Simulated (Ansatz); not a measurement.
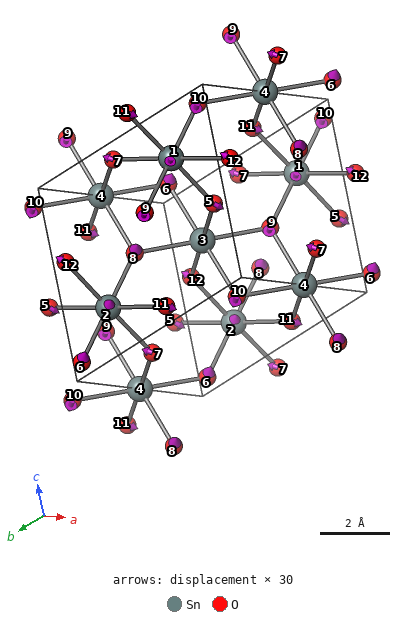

This is a relaxation of crystalline SnO₂ (set up in Imma) (coarse preliminary run). The starting structure is drawn; purple arrows show the displacements (the part carried along by the change of the cell is left out), 30 times their true length.

The picture is a ball-and-stick view of the cell of the calculation, seen from a free direction.

Theory: DFT r2SCAN, scalar-relativistic, plane waves, PAW (Ansatz 0.2.0).

The input:
```yaml
crystal:
  lattice:
    - [-3.248897, 3.41447, 3.414021]
    - [3.248897, -3.41447, 3.414021]
    - [3.248897, 3.41447, -3.414021]
  atoms:
    - { symbol: Sn, position: [0.996401, 0.246401, 0.75] }
    - { symbol: Sn, position: [0.003599, 0.753599, 0.25] }
    - { symbol: Sn, position: [0.5, 0.5, 0.5] }
    - { symbol: Sn, position: [0.5, 0.0, 0.0] }
    - { symbol: O, position: [0.193504, 0.196226, 0.502722] }
    - { symbol: O, position: [0.697565, 0.75406, 0.943505] }
    - { symbol: O, position: [0.193504, 0.690782, 0.997278] }
    - { symbol: O, position: [0.310555, 0.75406, 0.556495] }
    - { symbol: O, position: [0.689445, 0.24594, 0.443505] }
    - { symbol: O, position: [0.302435, 0.24594, 0.056495] }
    - { symbol: O, position: [0.806496, 0.309218, 0.002722] }
    - { symbol: O, position: [0.806496, 0.803774, 0.497278] }
basis:
  ecutwfc: 500
kpoints:
  mp_grid: { grid: [4, 4, 4] }
hamiltonian:
  xc: r2scan
scf:
  occupations: { method: gaussian, width: 0.1 }
output:
  forces: true
  stress: true
  eigenvalues: true
relax:
  adjacent_minimum: "off"
  f_tol: 0.05
  max_steps: 80
  cell: { stress_tol: 0.5 }
```

Launched with:
```bash
ansatz run input.yaml --threads 2 --pin off --max-ram 5120MiB --backend cpu --events-out ev --progress --plain --runs-dir out
```

Q: What happened in the run?

A: The energy falls by 0.181 eV per cell of the calculation in 2 accepted moves (3 points after the start). Largest force component: 0.072 eV/Å at the start, 0.045 eV/Å at the end. Pressure: −8.43 GPa at the start and 0.05 GPa at the end. The SCF was repeated once at an unchanged geometry on a basis and grid sized afresh for the cell, which shifted the energy by 3.4 meV per cell of the calculation at most. The largest moves relative to the cell, 0.019 Å, are those of O6, O8, O9 and O10. O6 goes along [−1 −1 0]. By element the largest moves are O 0.019 Å, Sn 0.015 Å. The drawn cell changes as follows: a = b = c 5.820 → 5.736 Å (−1.4 %); the volume changes by −4.3 %. Some distances before and after: Sn1–O10 2.093 → 2.061 Å, Sn1–O5 2.096 → 2.066 Å, Sn3–O10 2.094 → 2.065 Å. The space group stays Imma (No. 74). Cost: 23 s on 2 threads of Intel(R) Xeon(R) 6975P-C (Granite Rapids), on a shared host, peak memory 0.97 GiB.
